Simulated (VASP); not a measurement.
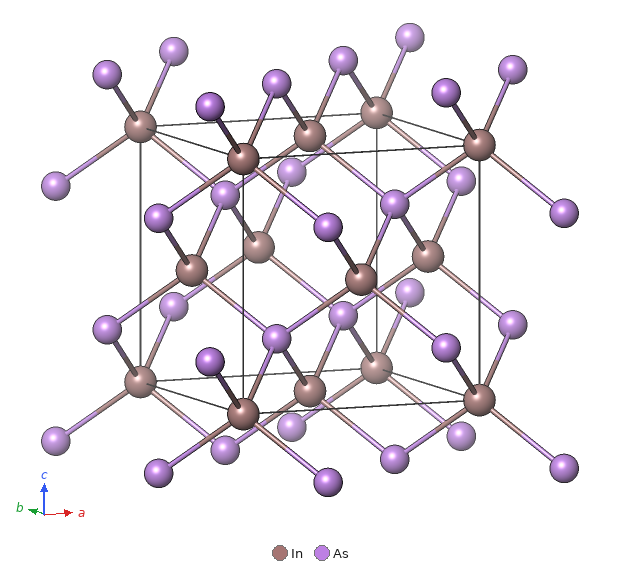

The compound is InAs (space group F-43m, No. 216), taken as coordinates from a relaxation with VASP Kohn-Sham DFT of a periodic cell, HSE03, VASP PAW PBE potentials, recommended in VASP.

Bonds are taken as As–In below 3 Å; no other contact counts. Simplification: prune 0- and 1-connected atoms, fold 2-connected ones into links.

Question: What kind of net remains, and which atoms are its nodes?

Answer: A uninodal 4-connected, three-periodic net: In and As are 4-connected nodes.

Question: Does the net have a name?

Answer: It is the dia net, known from diamond, zinc blende and cristobalite.

Question: Is the net interpenetrated?

Answer: It is a single net, without interpenetration.

Question: How many nodes does the smallest cycle have?

Answer: Six.

Question: Give the point symbol of each node (shortest cycle at each angle).

Answer: In and As: 6⁶.

The simplified net, drawn on the atoms' positions. Nodes are coloured by element. Edges to nodes outside the piece are drawn as stubs.

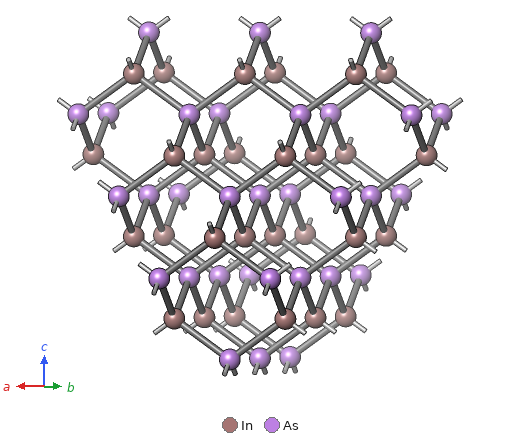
